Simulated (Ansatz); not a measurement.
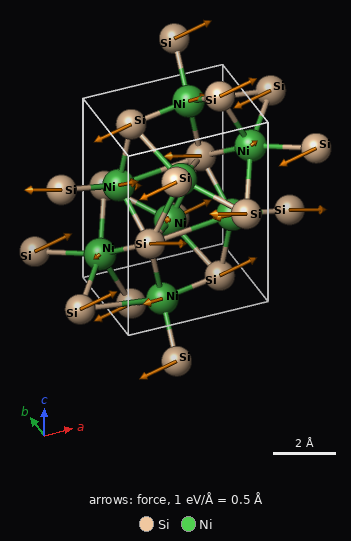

Starting geometry of solid SiNi2 (set up in Pnma) with the computed forces as orange arrows. A ball-and-stick model of the cell of the calculation, seen from a free direction.

All numbers below come from DFT, PBE, plane-wave PAW, default files, scalar-relativistic (Ansatz 0.2.0). Settings: plane-wave cutoff 420 eV; k-point mesh 9 × 12 × 6; occupations fermi dirac; smearing width 0.05 eV; collinear spin; atoms relaxed in a fixed cell; force threshold 0.02 eV/Å; at most 60 steps.

Is this structure relaxed? If not, where do the atoms go?

It isn't relaxed: the largest force vector, on Si atoms, is 2.79 eV/Å. The final displacements follow the starting forces only in part (cosine between the two patterns 0.80). Over 4 geometry steps the energy falls by 101 meV per atom. Largest force component: 2.7 eV/Å at the start, 0.0033 eV/Å at the end. The largest moves, 0.26 Å, are those of Si atoms. Largest moves by element: Si 0.26 Å, Ni 0.03 Å. The cell stays as it was. Some distances before and after: Ni–Si 2.082 → 2.321 Å, Ni–Si 2.961 → 2.726 Å, Ni–Si 2.487 → 2.337 Å, Ni–Si 2.463 → 2.571 Å. Bond angles that change, for instance: Si–Ni–Si 96.8° → 105.5°, Si–Ni–Si 103.2° → 109.9°, Si–Ni–Si 92.6° → 86.1°. The space group stays Pnma (No. 62). The program noted that the starting moments weren't kept. The run took 7 min on 4 threads of Arm Neoverse V2 (shared host), peak memory 2.9 GiB.
